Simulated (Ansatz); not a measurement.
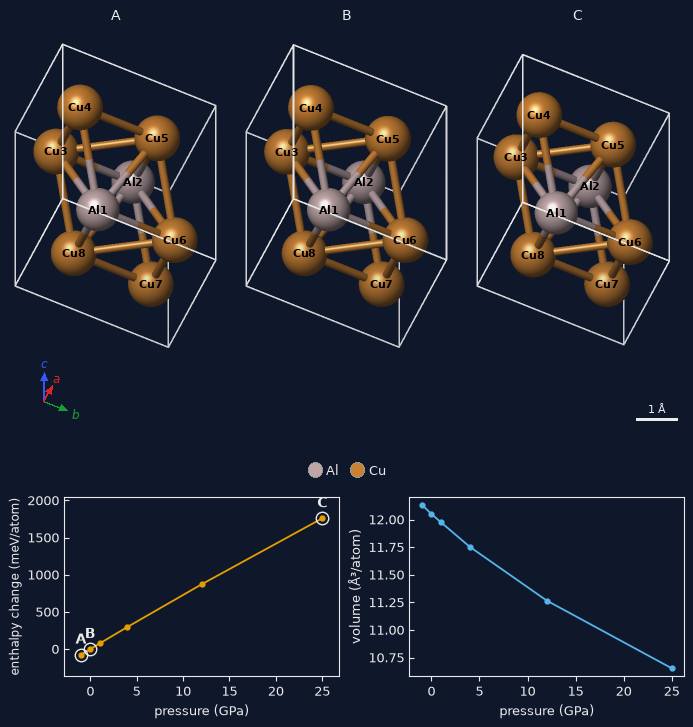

Members of a series of calculations on a crystal of AlCu₃ (set up in P6_3/mmc), marked on the first curve. A ball-and-stick model of the cell of the calculation, seen from a free direction.

Theory: Ansatz, DFT r2SCAN, scalar-relativistic, plane waves, PAW. (plane-wave cutoff 500 eV; k-point mesh 12 × 12 × 8; occupations gaussian; smearing width 0.1 eV; no spin polarisation)

### How does the crystal respond to pressure?

The structure is relaxed at several pressures. A (pressure −1.0 GPa): enthalpy change −75.5 meV/atom, volume 12.13 Å³ per atom. B (pressure 0.0 GPa): enthalpy change 0.0 meV/atom, volume 12.05 Å³ per atom. C (pressure 25.0 GPa): enthalpy change 1759 meV/atom, volume 10.65 Å³ per atom. The rest compares A with C. The volume changes by −12.2 %, with a = b 5.167 → 4.947 Å (−4.3 %), c 4.198 → 4.021 Å (−4.2 %). Among the bonded contacts that change: Cu–Cu 2.602 → 2.488 Å, Al–Cu 2.583 → 2.471 Å, Cu–Cu 2.568 → 2.459 Å.
